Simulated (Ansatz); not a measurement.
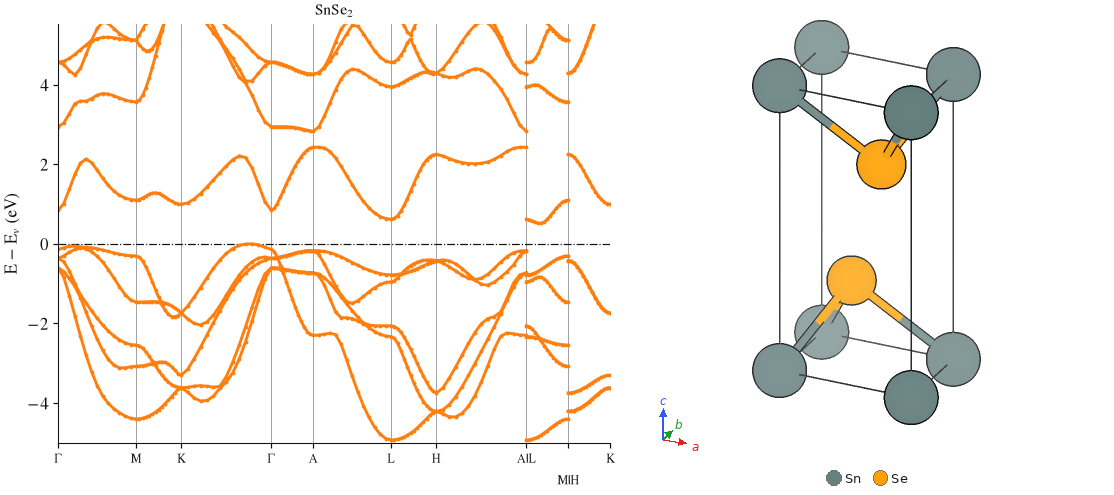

Band structure, beside the structure. Energies are counted from the top of the valence band.

System: SnSe$_{2}$, space group P-3m1, 3 atoms in the cell.

```cif
data_structure
_symmetry_space_group_name_H-M 'P 1'
_symmetry_Int_Tables_number 1
_cell_length_a 3.8191
_cell_length_b 3.8191
_cell_length_c 6.1488
_cell_angle_alpha 90.000
_cell_angle_beta 90.000
_cell_angle_gamma 120.000
_cell_volume 77.67
loop_
_atom_site_label
_atom_site_type_symbol
_atom_site_fract_x
_atom_site_fract_y
_atom_site_fract_z
_atom_site_occupancy
Sn1 Sn 0.00000 0.00000 0.00000 1
Se1 Se 0.33333 0.66667 0.25803 1
Se2 Se 0.66667 0.33333 0.74197 1
```

Level of theory: DFT PBEsol, scalar-relativistic, plane waves, PAW, no spin polarisation, 12×12×6 k mesh, 420 eV cutoff, Gaussian smearing of 0.02 eV; code Ansatz 0.2.0.

> Is there a gap? Give its size, its kind and where the band edges lie.

A semiconductor. The gap along this path is 0.52 eV and indirect, from the valence-band top between K and Γ to the conduction-band bottom between L and M; the smallest direct gap is 0.98 eV, at Γ.
